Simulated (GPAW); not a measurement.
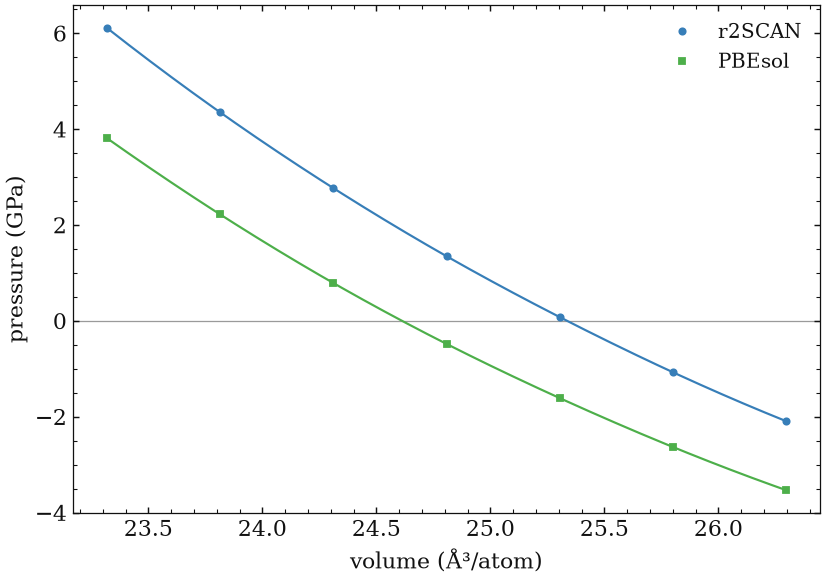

Plotted: pressure against volume, with one curve for each functional, for CdS (space group F-43m).

Method: PAW DFT in plane waves, on a grid or in atomic orbitals, no spin polarisation; energies at scaled volumes of the given cell, shape and fractions fixed, counted from the fit's minimum, third-order Birch-Murnaghan fit (GPAW 26.7.0). All runs: no spin polarisation.

| setting | value |
| --- | --- |
| k mesh | 8×8×8 |
| occupations | Fermi–Dirac |
| smearing width | 0.05 eV |
| wave cutoff | 600 eV |

Settings that differ: r2SCAN: potentials GPAW-PAW-data-sets-(gpaw-data-1.2.1); PBEsol: potentials PAW-data-sets-made-by gpaw-setup-for-the-functional.

Question: Order the curves by fitted equilibrium volume, smallest first.

Answer: PBEsol 24.633, r2SCAN 25.360 Å³/atom.

Question: Order the curves by fitted bulk modulus, smallest first.

Answer: r2SCAN 61.0, PBEsol 62.1 GPa.

The computed values:

r2SCAN:
```json
{"volume (Å³/atom)": "23.32", "pressure (GPa)": "6.11"}
{"volume (Å³/atom)": "23.82", "pressure (GPa)": "4.35"}
{"volume (Å³/atom)": "24.31", "pressure (GPa)": "2.77"}
{"volume (Å³/atom)": "24.81", "pressure (GPa)": "1.35"}
{"volume (Å³/atom)": "25.30", "pressure (GPa)": "0.08"}
{"volume (Å³/atom)": "25.80", "pressure (GPa)": "-1.07"}
{"volume (Å³/atom)": "26.30", "pressure (GPa)": "-2.09"}
```

PBEsol:
```json
{"volume (Å³/atom)": "23.32", "pressure (GPa)": "3.81"}
{"volume (Å³/atom)": "23.82", "pressure (GPa)": "2.22"}
{"volume (Å³/atom)": "24.31", "pressure (GPa)": "0.79"}
{"volume (Å³/atom)": "24.81", "pressure (GPa)": "-0.48"}
{"volume (Å³/atom)": "25.30", "pressure (GPa)": "-1.61"}
{"volume (Å³/atom)": "25.80", "pressure (GPa)": "-2.63"}
{"volume (Å³/atom)": "26.30", "pressure (GPa)": "-3.53"}
```
